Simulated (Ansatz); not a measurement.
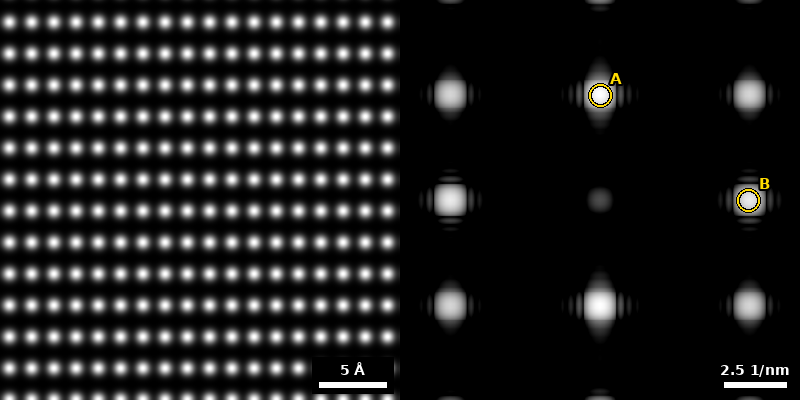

Dark-field STEM-like image of Cu (Pm-3m, No. 221) along [110]. Simulated incoherent Z contrast: every atom adds Z^1.7 spread by a probe of 0.85 Å full width; channelling and multiple scattering are left out. The probe carries 15 % of its weight in a tail 2.5 times as wide. Structure used: the input geometry of an electronic-structure calculation (not necessarily at equilibrium); the starting structure was generated, so it need not be a known form of this composition.

The right panel is the modulus of the image's Fourier transform on a logarithmic scale.

a = 2.360 Å, b = 2.360 Å, c = 2.360 Å, α = 90.00°, β = 90.00°, γ = 90.00°

### Index the marked spots and give their plane spacings (the zone axis points at the viewer; indices equivalent by symmetry, or all signs reversed, are as good).

A: (0 0 -1), d = 2.36 Å; B: (1 -1 0), d = 1.67 Å. A and B enclose 90°, and every spot obeys the zone law hu + kv + lw = 0 for [110].
